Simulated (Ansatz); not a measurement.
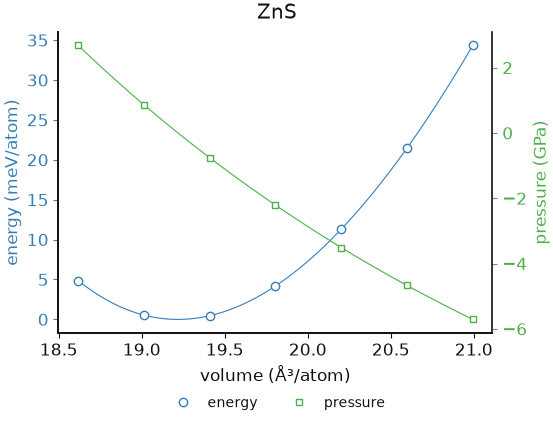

Plotted: energy and pressure against volume for ZnS, space group P6_3mc (No. 186).

Cell as given: a = 3.823 Å, b = 3.823 Å, c = 12.520 Å, α = 90.00°, β = 90.00°, γ = 120.00°; 8 atoms.

Calculation (Ansatz 0.2.0): all-electron LAPW DFT, no spin polarisation; energies at scaled volumes of the given cell, shape and fractions fixed, counted from the fit's minimum, third-order Birch-Murnaghan fit. Level: PBEsol.

- k mesh: 8×8×3
- occupations: Fermi–Dirac
- smearing width: 0.05 eV
- potentials: all electron LAPW, scalar relativistic
- program settings: basis error eV/atom 0.001

Tabulate the plotted points.

```tsv
volume (Å³/atom)	energy (meV/atom)	pressure (GPa)
18.62	4.87	2.68
19.01	0.54	0.86
19.41	0.46	-0.76
19.81	4.19	-2.21
20.20	11.31	-3.51
20.60	21.46	-4.67
20.99	34.33	-5.71
```

Keep in mind: shape and atomic fractions are frozen while scaling, which makes layered, chain and framework solids too stiff.
